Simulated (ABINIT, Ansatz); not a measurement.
# Quasiparticle gap of VBiO4 (Clinobisvanite) in ABINIT, part 3 of 3

How does a plane-wave GW calculation on VBiO4 (Clinobisvanite) run from the first input to the gap?

ABINIT 10.8.3; LDA and many-body steps on it, plane waves. Known limits of the many-body steps: not at the basis limit; no spin polarisation; d states lean on the start; no spin-orbit coupling; coarse k mesh.

So far. Step 3 (Empty states on the mesh, 2×2×4 mesh, 341 bands): On this mesh the gap is 2.325 eV. The earlier step found 2.222 eV, so this mesh misses an edge. Step 4 (Screening, 2×2×4 mesh, 311 bands, screening to 176.9 eV): Local fields lower ε∞ by 15 %. On a Γ-centred mesh this coarse the value itself is usually too large, while a short band sum pulls it down.

## (5) Self-energy, 2×2×4 mesh, 311 bands, screening to 176.9 eV

The self-energy is evaluated for the states that the input lists, and the levels follow from it, in one-shot runs by the linearised quasiparticle equation.

This step: G0W0 on LDA, plane waves, norm-conserving pseudopotentials.

Input file run.abi:

```
acell 3*1.0 Angstrom
rprim 
  3.623583094700 -5.848600000000 -0.000000000000
  3.623583094700 5.848600000000 0.000000000000
  -3.550011012700 0.000000000000 3.647394391800
ntypat 3
znucl 23 83 8
natom 12
typat 1 1 2 2 3 3 3 3 3 3 3 3
xred 
  0.870000000000 0.130000000000 0.750000000000
  0.130000000000 0.870000000000 0.250000000000
  0.366500000000 0.633500000000 0.750000000000
  0.633500000000 0.366500000000 0.250000000000
  0.938300000000 0.354700000000 0.638800000000
  0.645300000000 0.061700000000 0.861200000000
  0.061700000000 0.645300000000 0.361200000000
  0.354700000000 0.938300000000 0.138800000000
  0.811300000000 0.709900000000 0.879600000000
  0.290100000000 0.188700000000 0.620400000000
  0.188700000000 0.290100000000 0.120400000000
  0.709900000000 0.811300000000 0.379600000000
pp_dirpath "pseudos"
pseudos "V.upf, Bi.upf, O.upf"
ecut 42
ngkpt 2 2 4
nshiftk 1
shiftk 0 0 0
kptopt 1
chksymbreak 0
istwfk *1
occopt 1
irdwfk 1
optdriver 4
nband 311
gwcalctyp 0
ecutsigx 42
symsigma 1
nkptgw 4
kptgw 
  0.0000000000 0.0000000000 0.2500000000
  0.5000000000 0.0000000000 0.5000000000
  0.5000000000 0.0000000000 0.0000000000
  0.0000000000 0.0000000000 0.0000000000
bdgw 
  59 62
  59 62
  59 62
  59 62
ecuteps 6.5
irdscr 1
ppmodel 1
indata_prefix "in"
outdata_prefix "out"
tmpdata_prefix "tmp"
```

On the command line:

```sh
OMP_NUM_THREADS=1 mpirun -n 16 abinit run.abi > log
```

Numbers of over 12 decimals in the logs are rounded to 6 here.

Log:

```text
.Version 10.8.3 of ABINIT. v10.8.2 released Aug 2026.

 Symmetries : space group C2/c (# 15); Bravais mC (1-face-center monocl.)
[... echo of the input left out ...]
== DATASET  1 ==================================================================
-   mpi_nproc: 16, omp_nthreads: 1 (-1 if OMP is not activated)

--- !DatasetInfo
iteration_state: {dtset: 1, }
dimensions: {natom: 12, nkpt: 9, mband: 311, nsppol: 1, nspinor: 1, nspden: 1, mpw: 13589, }
cutoff_energies: {ecut:  42.0, pawecutdg:  -1.0, }
electrons: {nelect:   1.20000000E+02, charge:   0.00000000E+00, occopt:   1.00000000E+00, tsmear:   1.00000000E-02, }

 SIGMA: Calculation of the GW corrections

 Based on a program developped by R.W. Godby, V. Olevano, G. Onida, and L. Reining.
 Incorporated in ABINIT by V. Olevano, G.-M. Rignanese, and M. Torrent.
.Using double precision arithmetic ; gwpc =  8

[... cell and pseudopotentials left out ...]
--------------------------------------------------------------------------------

 ==== K-mesh for the wavefunctions ====
 Number of points in the irreducible wedge :     9
[... list of points left out ...]
 Together with  4 symmetry operations and time-reversal symmetry
 yields    16 points in the full Brillouin Zone.

 ==== Q-mesh for screening function ====
 Number of points in the irreducible wedge :     9
[... list of points left out ...]
 Together with  4 symmetry operations and time-reversal symmetry
 yields    16 points in the full Brillouin Zone.

 vcoul_init : cutoff-mode = AUXILIARY_FUNCTION
 q-points for optical limit:   1
     1)      0.000010    0.000020    0.000030
 setmesh: FFT mesh size selected  =    60x   60x   48
          total number of points  =       172800

 Number of electrons calculated from density =  120.0000; Expected =  120.0000
 average of density, n =  0.115022
 r_s =    1.2756
 omega_plasma =   32.7150 [eV]

 === KS Band Gaps ===
  >>>> For spin  1
   Minimum direct gap =   2.3811 [eV], located at k-point      :   0.5000  0.0000  0.0000
   Fundamental gap    =   2.3246 [eV], Top of valence bands at :   0.0000  0.0000  0.2500
                                       Bottom of conduction at :   0.5000  0.0000  0.5000
 SIGMA fundamental parameters:
 PLASMON POLE MODEL  1
 number of plane-waves for SigmaX                13521
 number of plane-waves for SigmaC and W            837
 number of plane-waves for wavefunctions         13521
 number of bands                                   311
 number of independent spin polarizations            1
 number of spinorial components                      1
 number of k-points in IBZ                           9
 number of q-points in IBZ                           9
 number of symmetry operations                       4
 number of k-points in BZ                           16
 number of q-points in BZ                           16
 number of frequencies for dSigma/dE                 9
 frequency step for dSigma/dE [eV]                0.25
 number of omega for Sigma on real axis              0
 max omega for Sigma on real axis  [eV]           0.00
 zcut for avoiding poles [eV]                     0.10

 EPSILON^-1 parameters (SCR file):
 dimension of the eps^-1 matrix on file            837
 dimension of the eps^-1 matrix used               837
 number of plane-waves for wavefunctions         13521
 number of bands                                   311
 number of q-points in IBZ                           9
 number of frequencies                               2
 number of real frequencies                          1
 number of imag frequencies                          1

 matrix elements of self-energy operator (all in [eV])

 Perturbative Calculation

--- !SelfEnergy_ee
iteration_state: {dtset: 1, }
kpoint     : [   0.000,    0.000,    0.250, ]
spin       : 1
KS_gap     :    2.627
QP_gap     :    3.949
Delta_QP_KS:    1.322
data: !SigmaeeData |
     Band     E0 <VxcDFT>   SigX SigC(E0)      Z dSigC/dE  Sig(E)    E-E0       E
       59   4.879 -19.724 -24.209   4.650   0.766  -0.305 -19.597   0.127   5.006
       60   5.384 -19.614 -22.603   3.363   0.779  -0.283 -19.322   0.291   5.675
       61   8.011 -20.594 -14.004  -4.512   0.776  -0.288 -18.981   1.613   9.624
       62   8.173 -21.252 -14.454  -4.583   0.773  -0.294 -19.540   1.712   9.886

--- !SelfEnergy_ee
iteration_state: {dtset: 1, }
kpoint     : [   0.500,    0.000,    0.500, ]
spin       : 1
KS_gap     :    2.462
QP_gap     :    3.865
Delta_QP_KS:    1.403
data: !SigmaeeData |
     Band     E0 <VxcDFT>   SigX SigC(E0)      Z dSigC/dE  Sig(E)    E-E0       E
       59   4.988 -19.874 -24.006   4.362   0.769  -0.301 -19.697   0.177   5.165
       60   5.246 -19.529 -22.513   3.323   0.782  -0.279 -19.264   0.265   5.511
       61   7.708 -20.738 -13.818  -4.770   0.775  -0.290 -19.071   1.668   9.376
       62   8.085 -20.241 -13.655  -4.511   0.777  -0.287 -18.628   1.613   9.698

--- !SelfEnergy_ee
iteration_state: {dtset: 1, }
kpoint     : [   0.500,    0.000,    0.000, ]
spin       : 1
KS_gap     :    2.381
QP_gap     :    3.764
Delta_QP_KS:    1.383
data: !SigmaeeData |
     Band     E0 <VxcDFT>   SigX SigC(E0)      Z dSigC/dE  Sig(E)    E-E0       E
       59   4.997 -19.928 -23.708   4.059   0.772  -0.296 -19.713   0.215   5.212
       60   5.372 -19.693 -22.907   3.555   0.779  -0.284 -19.427   0.266   5.638
       61   7.753 -20.677 -13.946  -4.606   0.776  -0.289 -19.029   1.649   9.402
       62   8.176 -21.047 -14.226  -4.647   0.770  -0.298 -19.373   1.674   9.850

--- !SelfEnergy_ee
iteration_state: {dtset: 1, }
kpoint     : [   0.000,    0.000,    0.000, ]
spin       : 1
KS_gap     :    2.965
QP_gap     :    4.504
Delta_QP_KS:    1.538
data: !SigmaeeData |
     Band     E0 <VxcDFT>   SigX SigC(E0)      Z dSigC/dE  Sig(E)    E-E0       E
       59   4.849 -19.537 -24.251   4.840   0.766  -0.305 -19.440   0.097   4.946
       60   5.001 -20.090 -24.285   4.426   0.770  -0.299 -19.912   0.177   5.178
       61   7.966 -20.896 -14.115  -4.570   0.776  -0.289 -19.180   1.716   9.682
       62   8.407 -21.599 -14.724  -4.622   0.770  -0.298 -19.864   1.735  10.142

== END DATASET(S) ==============================================================
================================================================================

 -outvars: echo values of variables after computation  --------
           etotal      0.0000000000E+00
            nband         311
             nkpt           9
          spgroup          15
 [... the other variables as echoed above ...]

 Calculation completed.
```

Elapsed: 4.7 min, on 16 MPI ranks of Arm Neoverse N1, shared host; peak memory 11 GiB; 76 min of CPU time.

Numbers from this step:

```
G0W0 gap on the mesh                         : 3.701 eV
starting gap on the mesh                     : 2.325 eV
k of the valence top                         : 0, 0, 0.25
k of the conduction bottom                   : 0.5, 0, 0.5
Z at the valence top                         : 0.779
Z at the conduction bottom                   : 0.775
least direct G0W0 gap on the computed points : 3.764 eV
```

The gap on the mesh goes from 2.32 eV to 3.70 eV, a correction of +1.38 eV. The start differs from the 2.22 eV found before because the two sample other k points.

Limits: finite bands, cutoff and mesh; no spin polarisation; d states lean on the start; no spin-orbit coupling; coarse k mesh. v1 is the top filled band, c1 the lowest empty one. Levels before and after the correction, in eV, zero at the valence-band top of each column:

```tsv
	conduction bottom	valence top
Kohn-Sham	2.32	0.00
G0W0	3.70	0.00
```

```tsv
	level	energy (eV)
Kohn-Sham	(0 0 0.25) v2	-0.505
Kohn-Sham	(0 0 0.25) v1	0.000
Kohn-Sham	(0 0 0.25) c1	2.627
Kohn-Sham	(0 0 0.25) c2	2.790
Kohn-Sham	(0.5 0 0.5) v2	-0.395
Kohn-Sham	(0.5 0 0.5) v1	-0.138
Kohn-Sham	(0.5 0 0.5) c1	2.325
Kohn-Sham	(0.5 0 0.5) c2	2.701
G0W0	(0 0 0.25) v2	-0.669
G0W0	(0 0 0.25) v1	0.000
G0W0	(0 0 0.25) c1	3.949
G0W0	(0 0 0.25) c2	4.211
G0W0	(0.5 0 0.5) v2	-0.510
G0W0	(0.5 0 0.5) v1	-0.164
G0W0	(0.5 0 0.5) c1	3.701
G0W0	(0.5 0 0.5) c2	4.023
```

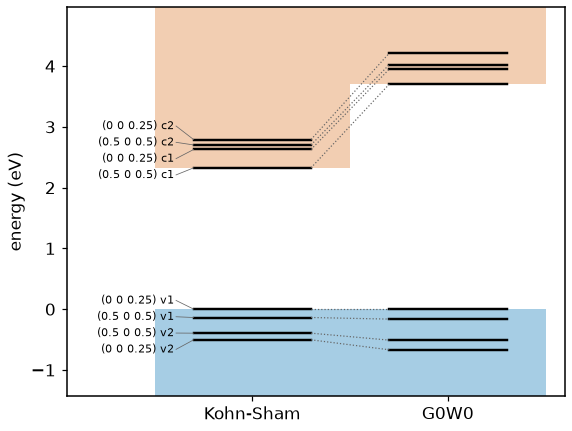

Levels before and after the correction. Shaded: valence and conduction bands.

## (6) Where the time went

Times are wall times on 16 MPI ranks of Arm Neoverse N1, shared host, good to a factor of about two.

```tsv
step	time	share	memory (GiB)
ground state	9 min	21 %	2.9
empty states on the mesh	10 min	24 %	2.3
screening	19 min	45 %	14
self-energy	4.7 min	11 %	11
```

## (7) Results

- LDA gap: 2.22 eV, indirect (only 48 meV under the direct gap)
- G0W0 gap on the mesh: 3.70 eV
- G0W0 gap over the zone (rigid shift): 3.60 eV
- GW settings: 2×2×4 mesh, 311 bands, screening to 176.9 eV, Godby-Needs plasmon pole
- known limits: not at the basis limit; no spin polarisation; d states lean on the start; no spin-orbit coupling; coarse k mesh

In words: G0W0 moves the gap on the mesh from 2.32 eV to 3.70 eV (+1.38 eV), with Z of 0.78 and 0.78 at the edges. The mesh misses the band edges by 0.10 eV in all; a rigid shift gives 3.60 eV for the zone. Local fields lower the RPA ε∞ on this mesh from 8.52 to 7.27; a Γ-centred mesh this coarse tends to raise both, most where the direct gap is narrow, while a short band sum lowers them. The dearest step here is «screening». Against experiment, by G0W0@LDA: the gap of 3.60 eV lies +1.22 eV from the measured 2.38 eV (optical, 2024); the gap of 3.60 eV lies +1.33 eV from the measured 2.27 eV (electronic, 300 K, 2020); the gap of 3.60 eV lies +1.21 eV from the measured 2.39 eV (electronic, 300 K, 2020). An exciton line or allowed optical edge lies below the quasiparticle gap by the binding energy; a forbidden edge can push the onset above it. The calculation has static nuclei and no excitons; a measured gap holds zero-point and thermal motion, which mostly lowers it. A miss this large is more than these effects usually give: tightly bound excitons can cover part of it, absorption edges of powders and films often read low, and no run here tells these apart. Bands and cutoff are finite, so the gap is not at the basis limit. The miss can reach some tenths of an eV and take either sign; the mesh is an error of its own. A denser mesh or path gives a starting gap of 2.22 eV: the GW mesh misses a band edge, so its gaps are not the fundamental one. The 2×2×4 mesh is coarse for this cell, which bears on the long-range parts of exchange and screening. Where an edge is built on 6p states of lead, bismuth or thallium, scalar-relativistic gaps usually stand too wide, by a few tenths to over one eV. The runs have no spin polarisation. For a closed low-spin shell that is the natural state; where a d or f shell is open it is a constraint, and the gap is then not the crystal's own. With d states at the gap, one-shot GW leans hard on its start. The many-body steps are scalar-relativistic: spin-orbit coupling is not in them.

[Paths, hosts, dates, memory and timing lines, banners, echoed tables and standing remarks are left out of the program output.]

[Logs are printed without paths, hosts, clocks, repeated set-up lines and the standing remarks that a program may print on its own settings, such as how far it seeks lower states.]

[Runs of the session that timed out or met a known fault of the program may be left out.]

[No measured gap is set beside runs whose start may be inverted or whose files or cutoffs have a known fault.]

[Hosts, paths, dates, database ids (printed as entryN), source tags and the programs' standing remarks are cut or masked in the printed files.]

[G0W0 gaps are taken among the corrected bands and points alone; a level outside them can change the order at an edge.]

[Where Ansatz stands beside ABINIT at settings called matched, ABINIT's density can come from a denser mesh and the files from another edition; pairs whose starting gaps differed by over 0.03 eV were left out, so agreement reads better than it is.]
